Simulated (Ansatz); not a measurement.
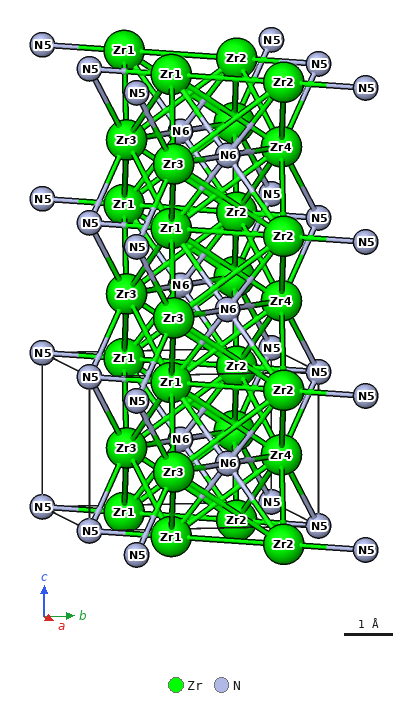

The input geometry of run 1 (ball-and-stick view of the cell of the calculation, repeated 2 × 1 × 3, seen slightly off an axis; atoms are numbered from 1 in the order of the input). An atom can appear more than once, as a periodic image.

# Two runs on Zr2N

System: Zr2N (6 atoms in the cell).
Method of run 1: DFT, PBEsol, plane waves, PAW, no spin polarisation (Ansatz 0.2.0).

The structure derives from a Materials Project entry. Text and figures count atoms from 1; the logs count them from 0 in places.

**The input, run 1**
```yaml
crystal:
  lattice:
    - [4.9404449362, 0.0, 0.0]
    - [0.0, 4.9404449362, 0.0]
    - [0.0, 0.0, 3.272622999]
  atoms:
    - { symbol: Zr, position: [0.2962523213, 0.2962523213, 0.0] }
    - { symbol: Zr, position: [0.7037476787, 0.7037476787, 0.0] }
    - { symbol: Zr, position: [0.7962523213, 0.2037476787, 0.5] }
    - { symbol: Zr, position: [0.2037476787, 0.7962523213, 0.5] }
    - { symbol: "N", position: [0.0, 0.0, 0.0] }
    - { symbol: "N", position: [0.5, 0.5, 0.5] }
basis:
  ecutwfc: 420
  ecutrho_ratio: 12
kpoints:
  mp_grid: { grid: [10, 10, 14] }
hamiltonian:
  xc: pbesol
scf:
  occupations: { method: gaussian, width: 0.15 }
output:
  forces: true
  eigenvalues: true
  stress: true
```

Launched with:
```bash
ansatz run input.yaml --threads 2 --pin off --max-ram 5120MiB --backend cpu --events-out ev --progress --plain --runs-dir out
```

Hardware: 2 threads of Intel Xeon @ 2.50GHz (Skylake/Cascade Lake), 192 GiB of memory available, shared host.

**Output, shortened to warnings, some set-up lines, iterations and results (run 1)**
```
Basis set: ecut = 420 eV, 1575 PW (Γ), exchange–correlation on 120×120×80 points (8 copies of the dense FFT grid, shifted against one another)
Symmetry: 16 space group operations
k-points: 168 of 1400
Initial density: superposition of atomic densities (neutral atoms: chi_scale 0, normalization atom), corrected by the library's trained network
[...]
SCF iter   1: F=—  HF=-17277.764493 eV  |F-HF|=—  |Δ(HF+E_count)|=         —  Δρ=8.13e-3  dr2=2.44e-2  ethr=1.77e-3  ⟨swp⟩=4.6  Hψ=23420  notcnv=0
SCF iter   2: F=—  HF=-17277.760945 eV  |F-HF|=—  |Δ(HF+E_count)|=   3.55e-3  Δρ=4.70e-3  dr2=8.95e-3  ethr=4.21e-5  ⟨swp⟩=1.1  Hψ=7233  notcnv=0
SCF iter   3: F=—  HF=-17277.759552 eV  |F-HF|=—  |Δ(HF+E_count)|=   1.39e-3  Δρ=8.83e-4  dr2=4.89e-4  ethr=1.54e-5  ⟨swp⟩=2.5  Hψ=9449  notcnv=0
SCF iter   4: F=—  HF=-17277.759481 eV  |F-HF|=—  |Δ(HF+E_count)|=   7.02e-5  Δρ=2.52e-4  dr2=2.47e-5  ethr=8.42e-7  ⟨swp⟩=2.0  Hψ=7395  notcnv=0
SCF iter   5: F=—  HF=-17277.759485 eV  |F-HF|=—  |Δ(HF+E_count)|=   3.43e-6  Δρ=3.88e-5  dr2=7.63e-7  ethr=4.26e-8  ⟨swp⟩=2.4  Hψ=10474  notcnv=0
SCF iter   6: F=-17277.759485 eV  HF=-17277.759485 eV  |F-HF|=1.02e-8  |Δ(HF+E_count)|=   5.29e-8  Δρ=9.79e-6  dr2=4.82e-8  ethr=1.72e-10  ⟨swp⟩=8.0  Hψ=24787  notcnv=0
SCF 1 converged in 6 iterations: F = -17277.759485 eV  dr2 = 4.82e-8
SCF converged after 6 iterations
Free energy (F): -17277.759485 eV
Harris-Foulkes:  -17277.759485 eV  (|F-HF|=1.02e-8)
Internal energy: -17277.720333 eV  (E = F + TS)
E sigma→0 (E₀):  -17277.739909 eV
Entropy (-TS):   -0.039152 eV (-6.525 meV/atom)
Fermi energy:    18.372582 eV
--- Per-component energies (eV) ---
  E_band       = -82.912177
  E_kinetic    = 1642.809299
  E_local      = -2338.611828  (includes V_loc(G=0)·N_el)
  E_nonlocal   = 417.034261
  E_hartree    = 749.669549
  E_xc         = -778.489518
  E_vxc        = -936.794120  (∫ρ·V_xc dr)
  E_paw        = -11847.309903  (= ΣΔE_a)
  E_vpaw       = -366.691521  (= ΣTr[D̂ρ^β])
  E_aug_tail   = -0.000000  (compensation charges beyond the density's cutoff)
  E_ewald      = -5123.541273
  E_core_change = 0.719079  (= ΣΔE_core)
  E_smearing   = -0.039152  (= −TS)
  E_closure    = 0.000000  (closes the sum)
  Σ components = -17277.759485   (vs F -17277.759485, Δ=0.00e0)
--- Forces (eV/Å), atoms counted from 1 ---
  atom   1  Zr    -0.12926434    -0.12926434     0.00000000
  atom   2  Zr     0.12926434     0.12926434     0.00000000
  atom   3  Zr    -0.12926434     0.12926434     0.00000000
  atom   4  Zr     0.12926434    -0.12926434     0.00000000
  atom   5  N      0.00000000    -0.00000000     0.00000000
  atom   6  N      0.00000000     0.00000000     0.00000000
  max |Σ_I F_I| component: 2.78e-17 eV/Å
--- Stress (GPa, compression-positive) ---
       50.595278       0.000000       0.000000
        0.000000      50.595278       0.000000
        0.000000       0.000000      28.618280
  P = ⅓ Tr σ = 43.2696 GPa (432.696 kbar)
```

For run 2 the input was changed thus:
```diff
-  ecutrho_ratio: 12
```

What does this change do to the results?

The energy doesn't change within 0.01 meV per atom. The number of SCF iterations is the same.

**Output, shortened to warnings, some set-up lines, iterations and results (run 2)**
```
Basis set: ecut = 420 eV, 1575 PW (Γ), exchange–correlation on 72×72×48 points (8 copies of the dense FFT grid, shifted against one another)
Symmetry: 16 space group operations
k-points: 168 of 1400
Initial density: superposition of atomic densities (neutral atoms: chi_scale 0, normalization atom), corrected by the library's trained network
[...]
SCF iter   1: F=—  HF=-17277.764410 eV  |F-HF|=—  |Δ(HF+E_count)|=         —  Δρ=8.11e-3  dr2=2.44e-2  ethr=1.77e-3  ⟨swp⟩=4.6  Hψ=23420  notcnv=0
SCF iter   2: F=—  HF=-17277.760887 eV  |F-HF|=—  |Δ(HF+E_count)|=   3.52e-3  Δρ=4.70e-3  dr2=8.95e-3  ethr=4.21e-5  ⟨swp⟩=1.1  Hψ=7233  notcnv=0
SCF iter   3: F=—  HF=-17277.759502 eV  |F-HF|=—  |Δ(HF+E_count)|=   1.39e-3  Δρ=8.84e-4  dr2=4.89e-4  ethr=1.54e-5  ⟨swp⟩=2.5  Hψ=9437  notcnv=0
SCF iter   4: F=—  HF=-17277.759432 eV  |F-HF|=—  |Δ(HF+E_count)|=   7.02e-5  Δρ=2.51e-4  dr2=2.47e-5  ethr=8.44e-7  ⟨swp⟩=2.0  Hψ=7395  notcnv=0
SCF iter   5: F=—  HF=-17277.759489 eV  |F-HF|=—  |Δ(HF+E_count)|=   5.71e-5  Δρ=3.88e-5  dr2=7.65e-7  ethr=4.26e-8  ⟨swp⟩=2.4  Hψ=10470  notcnv=0
SCF iter   6: F=-17277.759489 eV  HF=-17277.759489 eV  |F-HF|=1.01e-8  |Δ(HF+E_count)|=   5.19e-8  Δρ=9.77e-6  dr2=4.80e-8  ethr=1.72e-10  ⟨swp⟩=8.0  Hψ=24782  notcnv=0
SCF 1 converged in 6 iterations: F = -17277.759489 eV  dr2 = 4.80e-8
SCF converged after 6 iterations
Free energy (F): -17277.759489 eV
Harris-Foulkes:  -17277.759489 eV  (|F-HF|=1.01e-8)
Internal energy: -17277.720337 eV  (E = F + TS)
E sigma→0 (E₀):  -17277.739913 eV
Entropy (-TS):   -0.039152 eV (-6.525 meV/atom)
Fermi energy:    18.372581 eV
--- Per-component energies (eV) ---
  E_band       = -82.912174
  E_kinetic    = 1642.809293
  E_local      = -2338.612070  (includes V_loc(G=0)·N_el)
  E_nonlocal   = 417.034232
  E_hartree    = 749.669532
  E_xc         = -778.489518
  E_vxc        = -936.794114  (∫ρ·V_xc dr)
  E_paw        = -11847.309899  (= ΣΔE_a)
  E_vpaw       = -366.691514  (= ΣTr[D̂ρ^β])
  E_aug_tail   = 0.000286  (compensation charges beyond the density's cutoff)
  E_ewald      = -5123.541273
  E_core_change = 0.719079  (= ΣΔE_core)
  E_smearing   = -0.039152  (= −TS)
  E_closure    = -0.000000  (closes the sum)
  Σ components = -17277.759489   (vs F -17277.759489, Δ=0.00e0)
--- Forces (eV/Å), atoms counted from 1 ---
  atom   1  Zr    -0.12926586    -0.12926586     0.00000000
  atom   2  Zr     0.12926586     0.12926586     0.00000000
  atom   3  Zr    -0.12926586     0.12926586     0.00000000
  atom   4  Zr     0.12926586    -0.12926586     0.00000000
  atom   5  N      0.00000000    -0.00000000     0.00000000
  atom   6  N      0.00000000     0.00000000     0.00000000
  max |Σ_I F_I| component: 2.78e-17 eV/Å
--- Stress (GPa, compression-positive) ---
       50.595290       0.000000       0.000000
        0.000000      50.595290       0.000000
        0.000000       0.000000      28.618314
  P = ⅓ Tr σ = 43.2696 GPa (432.696 kbar)
```

**The two runs side by side**

```tsv
quantity	run 1	run 2
outcome	converged	converged
free energy per atom (eV)	−2879.6266	−2879.6266
energy per atom, smearing taken to zero (eV)	−2879.6233	−2879.6233
gap on the mesh (eV)	0.00	0.00
pressure (GPa)	43.27	43.27
largest force (eV/Å)	0.183	0.183
SCF iterations	6	6
irreducible k-points	168	168
plane waves at Γ	1575	1575
wall time (shared host)	19 s	18 s
```

For both runs: The cell is under a pressure of 43 GPa at this level, so it is not at its equilibrium volume.
